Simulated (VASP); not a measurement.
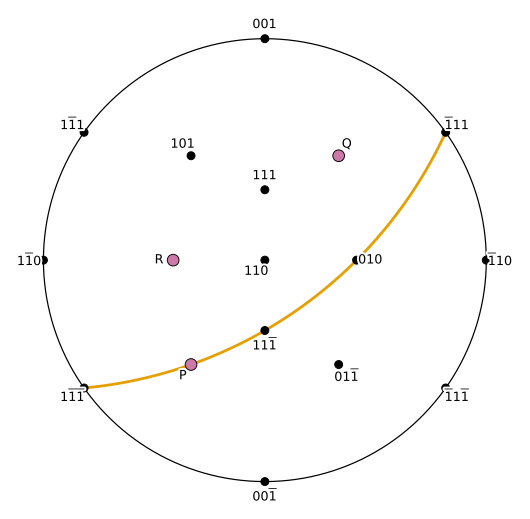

For BaTiO₃, the geometry relaxed with VASP Kohn-Sham DFT of a periodic cell, SCAN, VASP PAW PBE potentials, recommended in VASP: stereographic projection of plane normals (upper hemisphere) centred on (1 1 0). All values are computed from the atomic coordinates in the standard setting (tolerance 0.002 Å).

a = 4.001 Å, b = 4.001 Å, c = 4.001 Å, α = 90.00°, β = 90.00°, γ = 90.00°.

**Index the poles marked P, Q, R.**

P is (1 0 −1), 60.0° from the centre; Q is (0 1 1), 60.0° from the centre; R is (1 0 0), 45.0° from the centre.

**Which zone does the coloured great circle trace?**

The zone [1 0 1]: its poles satisfy h + l = 0.

**What is the angle between the normals of (0 1 0) and (1 0 −1), and what are their d_hkl = 1/|g|?**

90.0°; d = 4.001 Å and 2.829 Å.
